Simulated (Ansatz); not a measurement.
System: Si$_{19}$Mo$_{9}$ (cell with a defect).

Input

```
crystal:
  lattice:
    - [0.0, 0.0, -7.8730199709]
    - [4.8252710687, 4.8252710687, -3.9365099855]
    - [4.8252710687, -4.8252710687, -3.9365099855]
  atoms:
    - { symbol: Si, position: [0.3315675294, 0.0, 0.6666666667] }
    - { symbol: Si, position: [0.998234196, 0.0, 0.3333333333] }
    - { symbol: Si, position: [0.3315675294, 0.3333333333, 0.3333333333] }
    - { symbol: Si, position: [0.6649008627, 0.3333333333, 0.6666666667] }
    - { symbol: Si, position: [0.998234196, 0.6666666667, 0.6666666667] }
    - { symbol: Si, position: [0.6649008627, 0.0, 1.0] }
    - { symbol: Si, position: [0.998234196, 0.3333333333, 1.0] }
    - { symbol: Si, position: [0.3315675294, 0.6666666667, 1.0] }
    - { symbol: Si, position: [0.6649008627, 0.6666666667, 0.3333333333] }
    - { symbol: Si, position: [0.001765804, 0.0, 0.6666666667] }
    - { symbol: Si, position: [0.6684324706, 0.0, 0.3333333333] }
    - { symbol: Si, position: [0.001765804, 0.3333333333, 0.3333333333] }
    - { symbol: Si, position: [0.3350991373, 0.3333333333, 0.6666666667] }
    - { symbol: Si, position: [0.6684324706, 0.6666666667, 0.6666666667] }
    - { symbol: Si, position: [0.3350991373, 0.0, 1.0] }
    - { symbol: Si, position: [0.6684324706, 0.3333333333, 1.0] }
    - { symbol: Si, position: [0.001765804, 0.6666666667, 1.0] }
    - { symbol: Si, position: [0.3350991373, 0.6666666667, 0.3333333333] }
    - { symbol: Mo, position: [0.0, 0.3333333333, 0.6666666667] }
    - { symbol: Mo, position: [0.6666666667, 0.3333333333, 0.3333333333] }
    - { symbol: Mo, position: [0.0, 0.6666666667, 0.3333333333] }
    - { symbol: Mo, position: [0.3333333333, 0.6666666667, 0.6666666667] }
    - { symbol: Mo, position: [0.6666666667, 0.0, 0.6666666667] }
    - { symbol: Mo, position: [0.3333333333, 0.3333333333, 1.0] }
    - { symbol: Mo, position: [0.6666666667, 0.6666666667, 1.0] }
    - { symbol: Mo, position: [1.0, 0.0, 1.0] }
    - { symbol: Mo, position: [0.3333333333, 0.0, 0.3333333333] }
    - { symbol: Si, position: [0.5833333333, 0.1666666667, 0.1666666667] }
basis:
  ecutwfc: 420
  xc_grid: 2
kpoints:
  mp_grid: { grid: [4, 4, 4], shift: [0.0, 0.0, 0.0] }
hamiltonian:
  xc: pbe
scf:
  occupations: { method: gaussian, width: 0.1 }
output:
  forces: true
  stress: false
  eigenvalues: true
  write_density: true
  write_potential: true
  elf: true
  volumetric_format: npy
relax:
  adjacent_minimum: "off"
  f_tol: 0.025
  max_steps: 45
```

Command:

```sh
ansatz run input.yaml --threads 4 --pin off --max-ram 10240MiB --backend cpu --events-out ev --progress --plain --runs-dir out
```

The fields are those of the relaxed geometry.

Computed without spin polarisation.

Computed with DFT PBE, scalar-relativistic, plane waves, PAW in Ansatz 0.2.0.

### What will maps of the valence pseudo-density and electron localisation function show?

Si–Mo (2.62 Å): ρ at the midpoint is about 0.4 e/Å³; the ELF peaks at about 0.75 in the valence shell of Si, 0.9 Å from its nucleus, and is about 0.45 at the midpoint.
Si–Mo (2.62 Å): ρ at the midpoint is about 0.4 e/Å³; the ELF peaks at about 0.75 in the valence shell of Si, 0.9 Å from its nucleus, and is about 0.45 at the midpoint.

### Metal or insulator at this level of theory?

It is metallic or semimetallic at this level of theory: no gap opens.

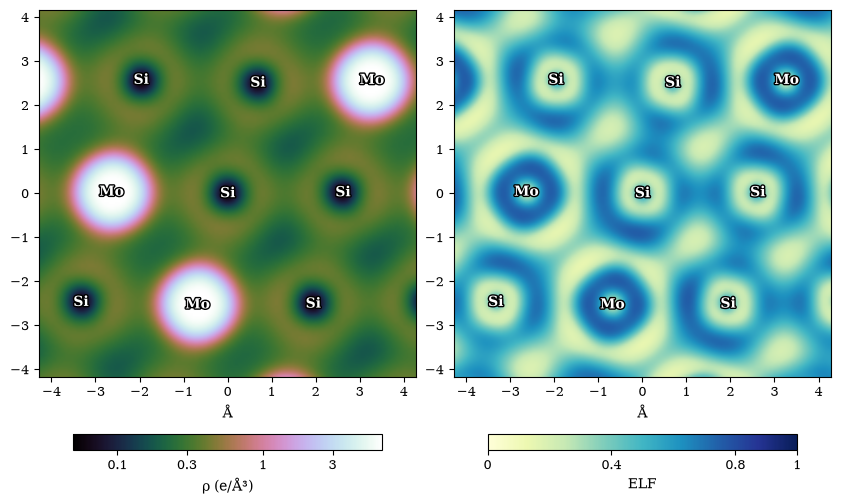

Computed valence pseudo-density and electron localisation function on the (111) plane of the calculation cell, in this order. 

In a PAW calculation such maps are meaningful between the atoms, not at the nuclei.
